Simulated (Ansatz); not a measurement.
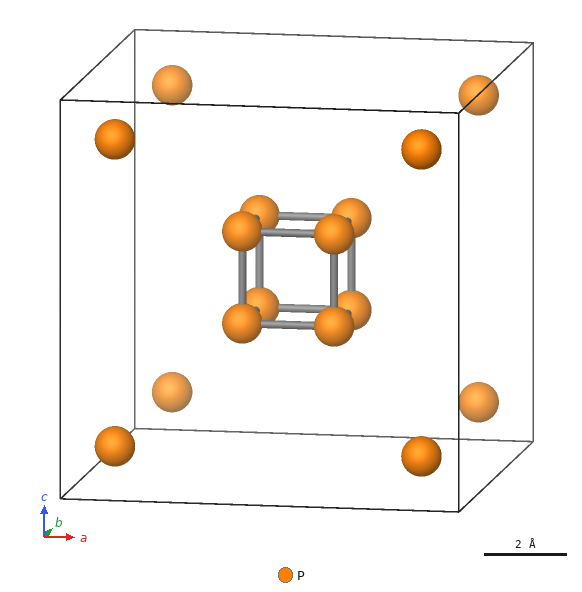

Structure drawing (ball-and-stick), viewed slightly off an axis. The frame is the conventional unit cell; atoms at its boundary are shown with their periodic copies.

P, space group Im-3m (No. 229), a = 9.98 Å, b = 9.98 Å, c = 9.98 Å, α = 90.00°, β = 90.00°, γ = 90.00°.

Level of theory and settings: DFT PBE, scalar-relativistic, plane waves, PAW (Ansatz 0.2.0), cutoff 420 eV, k-points about 0.22 Å⁻¹ apart, Gaussian smearing of 0.02 eV, no spin polarisation.

Does it come out as a metal, or with a gap?

A semiconductor at this level, with a gap of 0.98 eV on the k-mesh (the true edges may lie between mesh points, so the gap can be somewhat smaller).

It goes back to a structure type filled with this element by a generator (whether the element takes this form wasn't checked). It was relaxed with Ansatz, DFT PBE, scalar-relativistic, plane waves, PAW.
